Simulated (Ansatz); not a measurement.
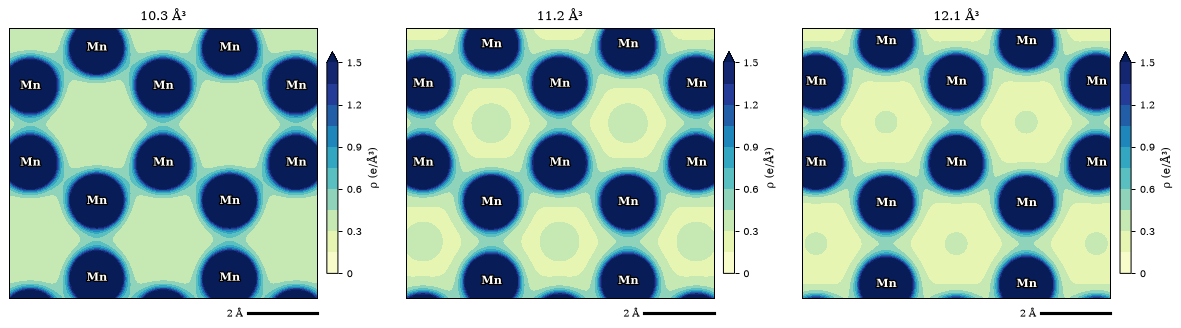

Mn. The valence pseudo-density of cells scaled evenly to different volumes (given per atom above each panel), on the (001) plane of each (indices in the axes of the cell below), at one length scale and on one colour scale.

A generated structure, not necessarily the stable one; computed without spin polarisation.

These are results of DFT, BLYP, plane waves (420 eV) with PAW, scalar-relativistic in Ansatz 0.2.0, not measurements.

Core electrons are frozen (PAW), and the valence fields are smoothed inside the atomic spheres.

The largest cell:

```
Mn
1.0
     4.09918    0.00000    0.00000
    -2.04959    3.54999    0.00000
     0.00000    0.00000    2.58472
Mn
3
Direct
  0.00000 0.00000 0.00000
  0.33333 0.66667 0.50000
  0.66667 0.33333 0.50000
```

| volume (Å³/atom) | Mn–Mn contact in the plane (Å) | ρ at its midpoint (e/Å³) | pressure (GPa) | 
| --- | --- | --- | --- |
| 10.30 | 2.217 | 0.589 | 24.6 | 
| 11.19 | 2.279 | 0.527 | 0.0 | 
| 11.64 | 2.309 | ? | ? | 
| 12.09 | 2.338 | 0.475 | −15.9 | 
| 12.54 | 2.367 | 0.453 | −21.6 | 

**What values belong in the row with question marks?**

Over the known rows ln ρ falls by 1.76 per Å of Mn–Mn distance (a least-squares line), which gives 0.501 e/Å³ at 2.309 Å; the calculation gives 0.500 e/Å³. For the pressure, a straight line in volume between the neighbouring rows gives −8.0 GPa; the calculation gives −8.9, lower because pressure rises ever faster on compression.
